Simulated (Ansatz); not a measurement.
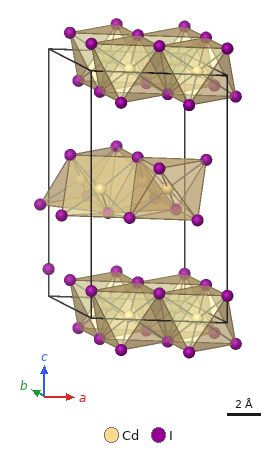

This is the input geometry for a relaxation of a defect cell of composition Cd₈I₁₅ (cell charge +1). Style: polyhedral. Shown: the cell of the calculation, slightly off an axis.

Case: I vacancy (site a), charge +1, atoms relaxed at the host's cell.

These are results of DFT PBE, scalar-relativistic, plane waves, PAW in Ansatz, not measurements.

Input
```yaml
crystal:
  lattice:
    - [8.6603167073, 0.0, 0.0]
    - [-4.3301583536, 7.5000542733, 0.0]
    - [0.0, 0.0, 15.6170071575]
  atoms:
    - { symbol: Cd, position: [0.1803126197, 0.3606252393, 0.493659483] }
    - { symbol: Cd, position: [0.1803126197, 0.8196873803, 0.493659483] }
    - { symbol: Cd, position: [0.6666666667, 0.3333333333, 0.5081077223] }
    - { symbol: Cd, position: [0.6393747607, 0.8196873803, 0.493659483] }
    - { symbol: Cd, position: [0.3330858173, 0.1665429087, -0.0007581963] }
    - { symbol: Cd, position: [0.3333333333, 0.6666666667, -0.0006807516] }
    - { symbol: Cd, position: [0.8334570913, 0.1665429087, -0.0007581963] }
    - { symbol: Cd, position: [0.8334570913, 0.6669141827, -0.0007581963] }
    - { symbol: I, position: [0.0025949315, 0.5012974658, 0.6152950825] }
    - { symbol: I, position: [0.4987025342, -0.0025949315, 0.6152950825] }
    - { symbol: I, position: [0.4987025342, 0.5012974658, 0.6152950825] }
    - { symbol: I, position: [0.0, 0.0, 0.1095457635] }
    - { symbol: I, position: [0.0001171302, 0.5000585651, 0.1094529401] }
    - { symbol: I, position: [0.4999414349, -0.0001171302, 0.1094529401] }
    - { symbol: I, position: [0.4999414349, 0.5000585651, 0.1094529401] }
    - { symbol: I, position: [0.3335966365, 0.1667983182, 0.3970301657] }
    - { symbol: I, position: [0.3333333333, 0.6666666667, 0.3727958078] }
    - { symbol: I, position: [0.8332016818, 0.1667983182, 0.3970301657] }
    - { symbol: I, position: [0.8332016818, 0.6664033635, 0.3970301657] }
    - { symbol: I, position: [0.1667233712, 0.3334467423, 0.8890335058] }
    - { symbol: I, position: [0.1667233712, 0.8332766288, 0.8890335058] }
    - { symbol: I, position: [0.6666666667, 0.3333333333, 0.8890637974] }
    - { symbol: I, position: [0.6665532577, 0.8332766288, 0.8890335058] }
  host:
    lattice:
      - [4.3301583536, 0.0, 0.0]
      - [-2.1650791768, 3.7500271367, 0.0]
      - [0.0, 0.0, 15.6170071575]
    atoms:
      - { symbol: Cd, position: [0.3333333333, 0.6666666667, 0.5000011924] }
      - { symbol: Cd, position: [0.6666666667, 0.3333333333, 1.1924e-06] }
      - { symbol: I, position: [0.0, 0.0, 0.6100367181] }
      - { symbol: I, position: [0.0, 0.0, 0.1100367181] }
      - { symbol: I, position: [0.6666666667, 0.3333333333, 0.3899630895] }
      - { symbol: I, position: [0.3333333333, 0.6666666667, 0.8899630895] }
total_charge: 1
basis:
  ecutwfc: 420
  xc_grid: 2
kpoints:
  mp_grid: { grid: [2, 2, 2], shift: [0.0, 0.0, 0.0] }
hamiltonian:
  xc: pbe
scf:
  occupations: { method: gaussian, width: 0.01 }
output:
  forces: true
  stress: false
  eigenvalues: true
  charged_corrections:
    defect_position: [0.0, 0.0, 0.61003672]
    epsilon: [[12.9736, 0.0, 0.0], [0.0, 12.9736, 0.0], [0.0, 0.0, 3.7231]]
relax:
  adjacent_minimum: "off"
  f_tol: 0.025
  max_steps: 45
```

Question: Predict the outcome.

Answer: The largest moves, 0.10 Å, are those of I16, I18 and I19. I16 goes along [−2 −1 1]. By element the largest moves are I 0.10 Å, Cd 0.08 Å. The cell stays as it was. Among the contacts that change: Cd1–I11 3.056 → 2.997 Å, Cd1–I16 3.014 → 2.965 Å, Cd1–I17 2.972 → 2.945 Å, Cd3–I16 3.041 → 3.062 Å. Bond angles that change, for instance: Cd2–I19–Cd4 102.0° → 108.2°, I10–Cd4–I19 169.5° → 165.8°, I9–Cd3–I10 92.3° → 94.9°. After 2 geometry steps the energy has fallen by 0.106 eV per cell of the calculation. The largest force component goes from 0.26 to 0.017 eV/Å.

After the run, drawn alike:

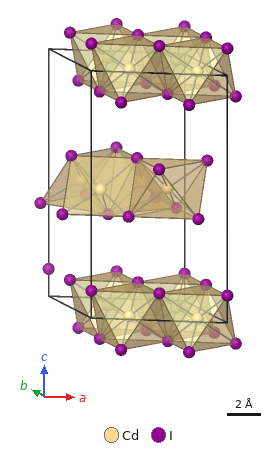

Limits of the set-up: the cell is charged, on a uniform background, and energies carry no finite-size correction.
